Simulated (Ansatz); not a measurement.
# Band-structure calculation of WSi2 (part 2 of 2)

Continued. System: WSi2 (slab, 12 atoms in the cell). Method: DFT PBE, spin-orbit coupling, plane waves, PAW (Ansatz 0.2.0); cutoff 420 eV, 11×8×1 k-mesh, Gaussian smearing of 0.1 eV. The structure derives from an entry of the Crystallography Open Database. It belongs to a series of runs on one base structure; here: bands of the relaxed slab with spin-orbit coupling.

Geometry of the input (Å; fractional positions):
```
3.2290  0.0000  0.0000
-1.6145  4.2519  0.0000
0.0000  0.0000  25.9492
Si 0.6881  0.3773  0.2835
Si 0.4365  0.8734  0.3258
W  0.1547  0.3096  0.3698
Si 0.8684  0.7363  0.4032
Si 0.5786  0.1574  0.4429
W  0.2931  0.5861  0.4830
Si 0.0051  0.0101  0.5198
Si 0.7191  0.4381  0.5584
W  0.4311  0.8621  0.5961
Si 0.1472  0.2940  0.6357
Si 0.8541  0.7080  0.6759
W  0.5729  0.1452  0.7051
```

### Output, continued
```
  k-point 0: bands = ["-68.5646", "-68.5646", "-68.5541", "-68.5541", "-68.5140", "-68.5140", "-68.3348", "-68.3348", "-40.0434", "-40.0434", "-40.0192", "-40.0192", "-39.9901", "-39.9901", "-39.8109", "-39.8109", "-30.4393", "-30.4393", "-30.3485", "-30.3485", "-30.2878", "-30.2878", "-30.2348", "-30.2348", "-30.2228", "-30.2228", "-30.1583", "-30.1583", "-30.0996", "-30.0996", "-30.0496", "-30.0496", "-8.3582", "-8.3582", "-7.4821", "-7.4821", "-6.3015", "-6.3015", "-4.8623", "-4.8623", "-3.5280", "-3.5280", "-2.1025", "-2.1025", "-1.4138", "-1.4138", "-0.7061", "-0.7061", "-0.0112", "-0.0112", "0.0979", "0.0979", "0.3212", "0.3212", "1.0601", "1.0601", "1.2863", "1.2863", "1.5260", "1.5260", "2.1022", "2.1022", "2.1714", "2.1714", "2.5687", "2.5687", "2.5989", "2.5989", "2.7279", "2.7279", "2.7766", "2.7766", "3.0451", "3.0451", "3.1534", "3.1534", "3.6985", "3.6985", "3.9007", "3.9007", "4.2953", "4.2953", "4.6042", "4.6042", "4.7794", "4.7794", "4.8574", "4.8574", "5.0392", "5.0392", "5.9429", "5.9429", "6.3694", "6.3694", "6.8182", "6.8182", "7.4699", "7.4699", "7.5182", "7.5182", "8.0243", "8.0243", "8.1221", "8.1221", "8.5302", "8.5302", "8.6888", "8.6888", "8.8076", "8.8076", "8.9959", "8.9959", "9.1549", "9.1549", "9.2765", "9.2765", "9.5114", "9.5114", "9.6615", "9.6615", "9.7931", "9.7931", "9.9677", "9.9677", "10.1162", "10.1162", "10.2245", "10.2245", "10.3059", "10.3059", "10.5321", "10.5321", "10.6661", "10.6661", "10.7459", "10.7459", "10.9523", "10.9523", "11.1329", "11.1329", "11.7515", "11.7515", "11.9871", "11.9871", "12.1718", "12.1718", "12.3653", "12.3653"]
  k-point 1: bands = ["-68.5645", "-68.5645", "-68.5541", "-68.5541", "-68.5140", "-68.5140", "-68.3348", "-68.3348", "-40.0434", "-40.0433", "-40.0195", "-40.0194", "-39.9903", "-39.9902", "-39.8111", "-39.8111", "-30.4395", "-30.4392", "-30.3495", "-30.3488", "-30.2898", "-30.2894", "-30.2351", "-30.2349", "-30.2237", "-30.2230", "-30.1587", "-30.1587", "-30.1008", "-30.1005", "-30.0499", "-30.0497", "-8.2115", "-8.2109", "-7.3434", "-7.3418", "-6.1756", "-6.1738", "-4.7953", "-4.7485", "-3.5089", "-3.4794", "-2.5482", "-2.5420", "-1.7934", "-1.7862", "-1.1465", "-1.1271", "-0.7490", "-0.7002", "0.0761", "0.1036", "0.5201", "0.5231", "1.2932", "1.3250", "1.5880", "1.5896", "1.9434", "1.9465", "2.1363", "2.1691", "2.3436", "2.3856", "2.6162", "2.6197", "2.6711", "2.6851", "2.7521", "2.7538", "2.8688", "2.9172", "2.9898", "3.0089", "3.1851", "3.2427", "3.6236", "3.7288", "3.9211", "3.9642", "4.3441", "4.3763", "4.6408", "4.7497", "4.8170", "4.8315", "4.8666", "4.9443", "5.0758", "5.1124", "5.9371", "5.9543", "6.1499", "6.1792", "6.7107", "6.7550", "7.2648", "7.2828", "7.5171", "7.5199", "7.6726", "7.7330", "8.0810", "8.1090", "8.3038", "8.3188", "8.4550", "8.4561", "8.6289", "8.6376", "8.8268", "8.8488", "8.9684", "9.0569", "9.2596", "9.3191", "9.3812", "9.4182", "9.4354", "9.4488", "9.5702", "9.6437", "9.8631", "9.8792", "10.1955", "10.2027", "10.2869", "10.3039", "10.5590", "10.6042", "10.6881", "10.7212", "10.8326", "10.8703", "11.0321", "11.0845", "11.4206", "11.4888", "11.5840", "11.6480", "11.7806", "11.7929", "11.8665", "11.8965", "12.0656", "12.1218", "12.3526", "12.3726"]
  k-point 2: bands = ["-68.5645", "-68.5645", "-68.5541", "-68.5541", "-68.5140", "-68.5140", "-68.3348", "-68.3348", "-40.0435", "-40.0434", "-40.0200", "-40.0198", "-39.9907", "-39.9907", "-39.8115", "-39.8114", "-30.4396", "-30.4392", "-30.3514", "-30.3502", "-30.2943", "-30.2937", "-30.2356", "-30.2353", "-30.2253", "-30.2243", "-30.1597", "-30.1597", "-30.1035", "-30.1031", "-30.0506", "-30.0503", "-7.7821", "-7.7809", "-6.9398", "-6.9366", "-5.8170", "-5.8155", "-4.5882", "-4.5011", "-3.7287", "-3.7059", "-3.4381", "-3.4140", "-2.5446", "-2.5292", "-1.7098", "-1.7055", "-1.5333", "-1.4769", "-0.1208", "-0.1086", "0.7689", "0.7784", "1.4051", "1.4132", "1.8334", "1.8522", "2.0163", "2.0768", "2.5243", "2.5371", "2.6702", "2.6784", "2.7153", "2.7738", "2.8094", "2.8367", "2.9288", "2.9404", "3.0036", "3.0405", "3.2256", "3.2451", "3.2824", "3.3768", "3.8083", "3.9137", "4.0200", "4.0784", "4.4874", "4.5135", "4.5269", "4.7007", "4.8046", "4.8477", "4.9098", "5.0598", "5.1857", "5.2349", "5.5666", "5.6690", "5.9231", "6.0023", "6.7202", "6.7647", "7.0124", "7.0181", "7.2644", "7.2823", "7.3211", "7.3678", "7.7012", "7.7561", "7.9579", "8.0004", "8.1169", "8.1462", "8.3417", "8.4384", "8.7236", "8.7779", "9.1900", "9.2003", "9.2475", "9.2833", "9.3805", "9.4146", "9.8286", "9.8356", "9.8928", "9.9004", "10.0265", "10.0305", "10.2772", "10.3048", "10.5399", "10.5437", "10.6096", "10.6148", "10.9149", "10.9359", "11.2137", "11.2251", "11.2631", "11.2801", "11.3886", "11.4163", "11.6653", "11.6811", "12.0549", "12.0857", "12.1182", "12.1235", "12.3182", "12.3454", "12.4926", "12.5383"]
  k-point 44: bands = ["-68.5580", "-68.5580", "-68.5474", "-68.5474", "-68.5072", "-68.5072", "-68.3280", "-68.3280", "-40.0683", "-40.0679", "-40.0461", "-40.0457", "-40.0178", "-40.0177", "-39.8386", "-39.8383", "-30.4539", "-30.4534", "-30.3934", "-30.3921", "-30.3847", "-30.3814", "-30.3140", "-30.3131", "-30.2835", "-30.2831", "-30.2539", "-30.2528", "-30.2015", "-30.2003", "-30.0753", "-30.0750", "-5.3336", "-5.3332", "-4.7091", "-4.7058", "-4.1291", "-4.1118", "-3.5958", "-3.5929", "-3.4696", "-3.4550", "-2.9095", "-2.9030", "-2.0452", "-2.0380", "-1.3112", "-1.2920", "-0.9268", "-0.8963", "-0.7357", "-0.7196", "-0.2891", "-0.2685", "0.0438", "0.0596", "0.3883", "0.4532", "0.9423", "0.9570", "1.1391", "1.1801", "1.7093", "1.7343", "1.9121", "1.9289", "2.1378", "2.1945", "2.4384", "2.4799", "2.5687", "2.5811", "2.6373", "2.6785", "2.8404", "2.8524", "3.1723", "3.2122", "3.2864", "3.3190", "3.4421", "3.4882", "3.8389", "3.9477", "4.2202", "4.3024", "4.5524", "4.6519", "4.7430", "4.9540", "5.9502", "6.0485", "6.3566", "6.4046", "6.5745", "6.7277", "6.9233", "7.0073", "7.3476", "7.3949", "7.7116", "7.7672", "7.8047", "7.8397", "8.0024", "8.0139", "8.1770", "8.1990", "8.3683", "8.4149", "8.5896", "8.6268", "8.7918", "8.8694", "8.9603", "9.0271", "9.1154", "9.1770", "9.4636", "9.5045", "9.5813", "9.6314", "9.8019", "9.8312", "9.8844", "9.9565", "10.4506", "10.5105", "10.6171", "10.6582", "10.9080", "10.9609", "11.2214", "11.2555", "11.5387", "11.5979", "11.6838", "11.7180", "12.0277", "12.0400", "12.4696", "12.5307", "12.6547", "12.7041", "12.9262", "12.9432", "13.1356", "13.2032"]
--- Löwdin populations: 12 sites ---
  site symbol       q [e]
     0     Si      4.0116
     1     Si      3.9332
     2      W     13.8199
     3     Si      3.9370
     4     Si      3.9482
     5      W     13.8378
     6     Si      3.9585
     7     Si      3.9669
     8      W     13.8156
     9     Si      3.9260
    10     Si      4.0465
    11      W     13.7841
  spilling = 0.011529 (of n_electrons = 88.000000)
```

### File populations.tsv
```
# site	symbol	l	j	q
# orbitals = lowdin
# n_electrons = 88.000000
# spilling = 0.011529
0	Si	0_3S	0.5	1.644006
0	Si	1_3P	0.5	0.816968
0	Si	1_3P	1.5	1.550639
1	Si	0_3S	0.5	1.303874
1	Si	1_3P	0.5	0.893597
1	Si	1_3P	1.5	1.735772
2	W	0_5S	0.5	1.947070
2	W	0_6S	0.5	0.539231
2	W	1_5P	0.5	1.996528
2	W	1_5P	1.5	3.988496
2	W	2_5D	1.5	2.311004
2	W	2_5D	2.5	3.037525
3	Si	0_3S	0.5	1.197341
3	Si	1_3P	0.5	0.927274
3	Si	1_3P	1.5	1.812435
4	Si	0_3S	0.5	1.199757
4	Si	1_3P	0.5	0.929893
4	Si	1_3P	1.5	1.818598
5	W	0_5S	0.5	1.945348
5	W	0_6S	0.5	0.534729
5	W	1_5P	0.5	1.996712
5	W	1_5P	1.5	3.989505
5	W	2_5D	1.5	2.300443
5	W	2_5D	2.5	3.071048
6	Si	0_3S	0.5	1.204006
6	Si	1_3P	0.5	0.933324
6	Si	1_3P	1.5	1.821179
7	Si	0_3S	0.5	1.213350
7	Si	1_3P	0.5	0.932665
7	Si	1_3P	1.5	1.820909
8	W	0_5S	0.5	1.946334
8	W	0_6S	0.5	0.539728
8	W	1_5P	0.5	1.996853
8	W	1_5P	1.5	3.990048
8	W	2_5D	1.5	2.298807
8	W	2_5D	2.5	3.043874
9	Si	0_3S	0.5	1.182566
9	Si	1_3P	0.5	0.924301
9	Si	1_3P	1.5	1.819109
10	Si	0_3S	0.5	1.278883
10	Si	1_3P	0.5	0.925409
10	Si	1_3P	1.5	1.842246
11	W	0_5S	0.5	1.962850
11	W	0_6S	0.5	0.643503
11	W	1_5P	0.5	1.993736
11	W	1_5P	1.5	3.979198
11	W	2_5D	1.5	2.408065
11	W	2_5D	2.5	2.796743
```

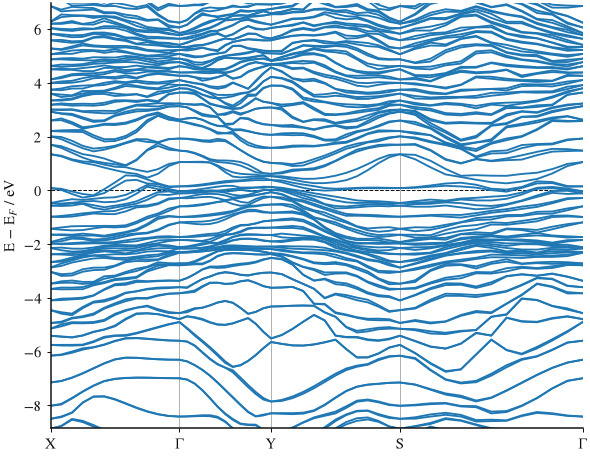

**Figure 1.** Band structure along X–Γ–Y–S–Γ, with energies from the Fermi level. Bands cross the Fermi level: a metal at this level of theory.

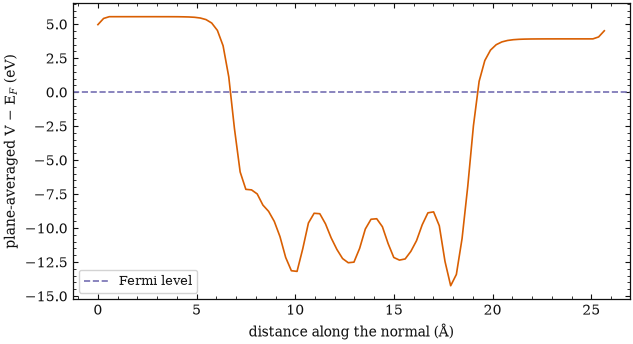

**Figure 2.** Plane average of the electrostatic potential energy of an electron across the cell, from the Fermi level. The vacuum level lies 3.92 eV above the Fermi level on the upper side and 5.55 eV on the lower.

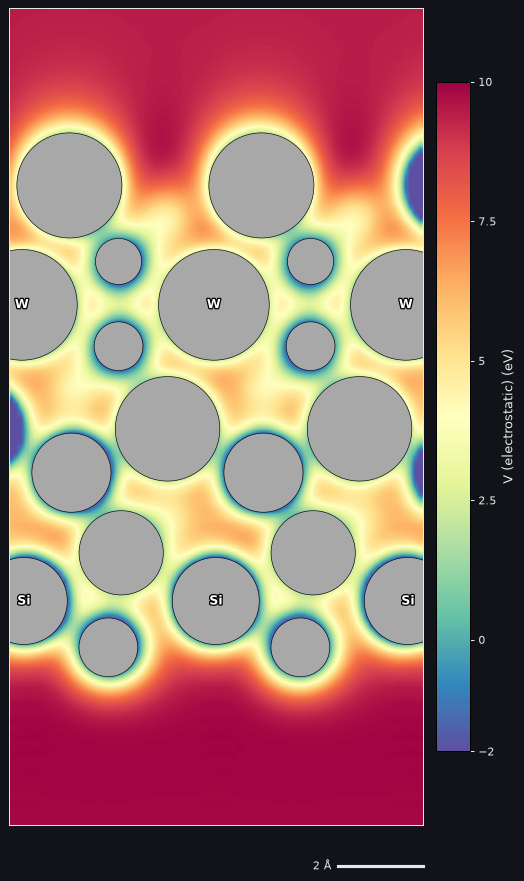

**Figure 3.** Electrostatic potential (local pseudopotential plus Hartree) felt by an electron on the (100) plane of the calculation cell, a cut from vacuum to vacuum. Grey discs, where drawn, cover atomic cores. The plane passes through Si and W nuclei. The fields are those of the smooth PAW valence density.

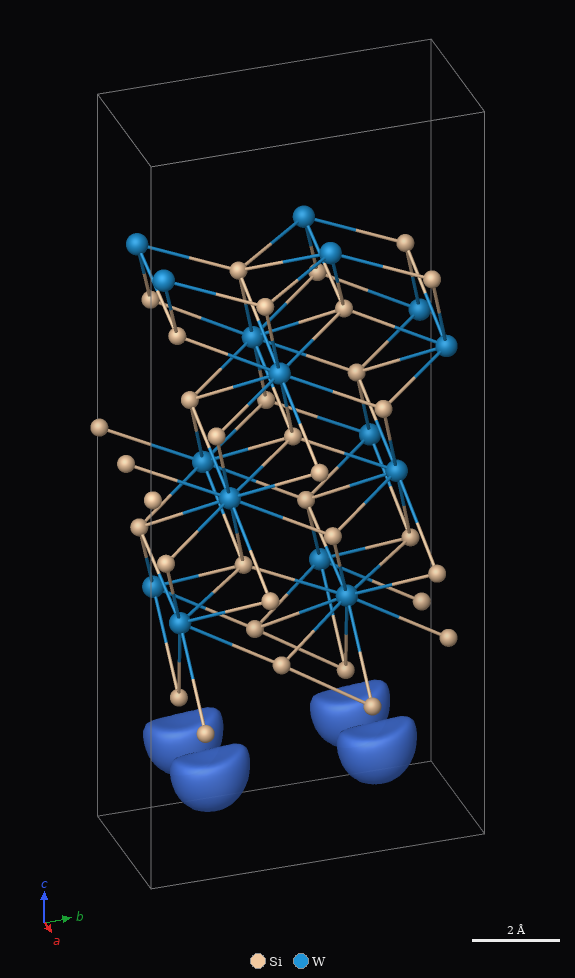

**Figure 4.** Isosurface of the electron localisation function at 0.9 (blue), seen slightly off an axis. Core shells and regions of very low density are left out. Sticks mark near contacts. Counts are for one cell; the picture repeats the cell along the surface. Profiles from the grid: Si–Si (2.41 Å): the ELF peaks at about 0.75 between the atoms, as expected for localised, shared-pair bonding. Si–W (2.50 Å): the ELF is about 0.50 at the midpoint.
